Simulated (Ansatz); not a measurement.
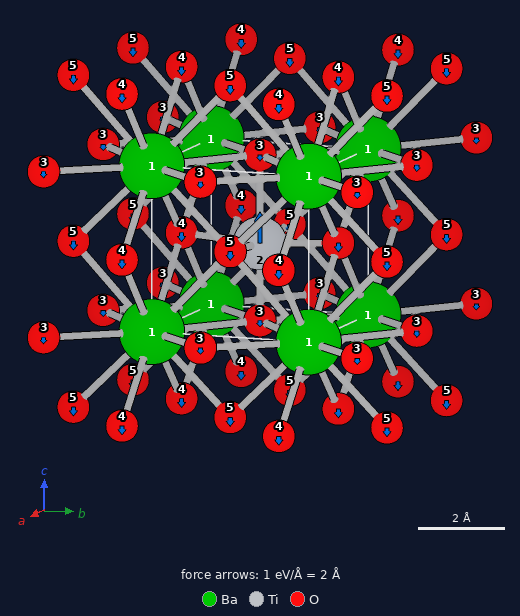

A changed version of a crystal of BaTiO3 (set up in P4mm), with the computed forces as blue arrows. Besides, all lengths are scaled by −2.0 % (volume −6.0 %). A ball-and-stick model of the cell of the calculation, seen slightly off an axis.

Method: Ansatz 0.2.0, DFT, PBEsol, PAW with Ansatz's default frozen-core files, scalar-relativistic. (plane-wave cutoff 420 eV; k-point mesh 7 × 7 × 7; occupations fermi dirac; smearing width 0.08 eV; no spin polarisation)

Question: How do the forces relate to the distortion?

Answer: The atoms keep their fractional coordinates. No relaxation follows. The energy rises by 8.8 meV per atom. The pressure goes from −3.6 to 7.9 GPa. The principal stresses (compression positive) are 9.2 GPa along c and 7.2 GPa across it. The largest force is 0.38 eV/Å, on Ti2, along +c. Near-neighbour distances before and after: Ba–O 2.878 → 2.819 Å, Ba–O 2.829 → 2.771 Å, Ba–O 2.792 → 2.735 Å, O–Ti 2.146 → 2.102 Å. The space group stays P4mm (No. 99).
